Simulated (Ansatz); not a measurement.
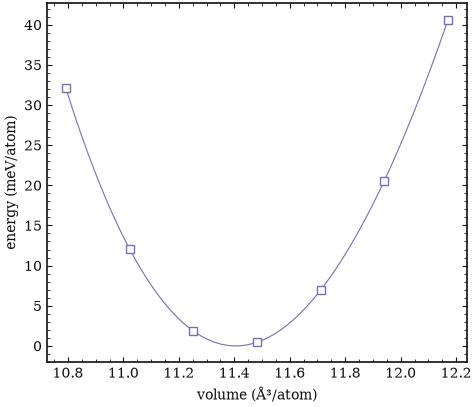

The plot gives the computed energy against volume for HfN, space group Fm-3m (No. 225).

Cell as given: a = 3.190 Å, b = 3.190 Å, c = 3.190 Å, α = 60.00°, β = 60.00°, γ = 60.00°; 2 atoms.

Calculation (Ansatz 0.2.0): all-electron LAPW DFT, no spin polarisation; energies at scaled volumes of the given cell, shape and fractions fixed, counted from the fit's minimum, third-order Birch-Murnaghan fit. Level: PBEsol.

k mesh 10×10×10; occupations Fermi–Dirac; smearing width 0.05 eV; potentials all electron LAPW, scalar relativistic; program settings basis error eV/atom 0.001.

### What equilibrium volume and bulk modulus follow from the curve?

A third-order Birch–Murnaghan fit gives V0 = 11.40 Å³/atom, B0 = 284 GPa and B′ = 4.3.
